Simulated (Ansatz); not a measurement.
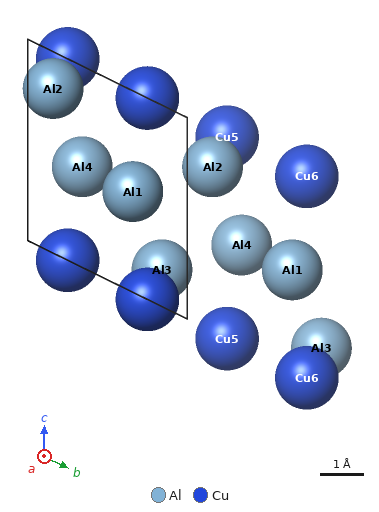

Crystalline Al2Cu (set up in I4/mcm), before the relaxation. Style: spheres-only. Shown: the cell of the calculation, repeated 1 × 2 × 1 with one cell outlined, along the a axis.

Level of theory: DFT PBE, scalar-relativistic, plane waves, PAW (Ansatz 0.2.0).

The input:
```yaml
crystal:
  lattice:
    - [-2.9988978291, 2.9988978291, 2.3927372905]
    - [2.9988978291, -2.9988978291, 2.3927372905]
    - [2.9988978291, 2.9988978291, -2.3927372905]
  atoms:
    - { symbol: Al, position: [0.84139308, 0.65860692, 0.5] }
    - { symbol: Al, position: [0.65860692, 0.15860692, 0.81721383] }
    - { symbol: Al, position: [0.34139308, 0.84139308, 0.18278617] }
    - { symbol: Al, position: [0.15860692, 0.34139308, 0.5] }
    - { symbol: Cu, position: [0.25, 0.25, 0.0] }
    - { symbol: Cu, position: [0.75, 0.75, 0.0] }
basis:
  ecutwfc: 420
kpoints:
  mp_grid: { grid: [10, 10, 10] }
hamiltonian:
  xc: pbe
scf:
  occupations: { method: gaussian, width: 0.1 }
output:
  forces: true
  stress: true
  eigenvalues: true
  write_density: true
  write_potential: true
  elf: true
  volumetric_format: npy
relax:
  adjacent_minimum: "off"
  f_tol: 0.005
  max_steps: 80
  cell: { stress_tol: 0.05 }
```

Run as
```bash
ansatz run input.yaml --threads 1 --pin off --max-ram 2560MiB --backend cpu --events-out ev --progress --plain --runs-dir out
```

Where does the relaxation end?

Over 3 accepted moves (4 points after the start) the energy falls by 45.8 meV per cell of the calculation. The largest force component goes from 0.037 to 0.00076 eV/Å. The pressure goes from 4.21 to 0.01 GPa. The SCF was repeated once at an unchanged geometry on a basis and grid sized afresh for the cell, which shifted the energy by 1.6 meV per cell of the calculation at most. No atom moves by more than 0.005 Å relative to the cell. The volume changes by +3.9 %, with a = b = c 4.869 → 4.927 Å (+1.2 %), α 104.0° → 104.2°, β 104.0° → 104.2°, γ 121.1° → 120.6°. Among the contacts that change: Cu5–Cu6 2.393 → 2.441 Å, Al1–Al4 2.851 → 2.899 Å, Al1–Cu5 2.555 → 2.585 Å, Al1–Al4 (another image) 2.691 → 2.717 Å. The space group stays I4/mcm (No. 140). The run took 40 s on 1 thread of Intel(R) Xeon(R) 6975P-C (Granite Rapids), on a shared host, peak memory 0.57 GiB.

History of the run:

```
step  E − E(0), meV/atom  largest force component, eV/Å  pressure, GPa  volume, Å³/atom                      note
   0                0.00                         0.0368           4.21           14.346                          
   1               -6.64                         0.0367           1.10           14.752                          
   2               -7.38                         0.0009           0.06           14.897                          
   3               -7.38                         0.0007           0.00           14.906                          
   4               -7.64                         0.0008           0.01           14.906  same geometry, new basis
```

After the run, drawn alike:

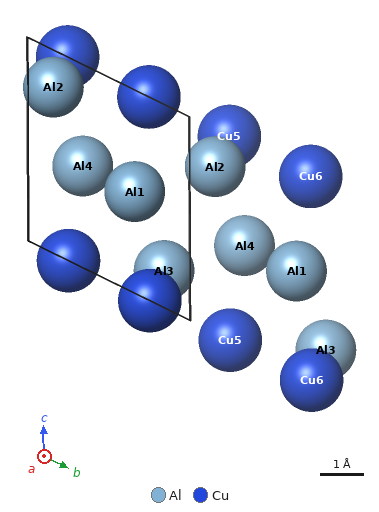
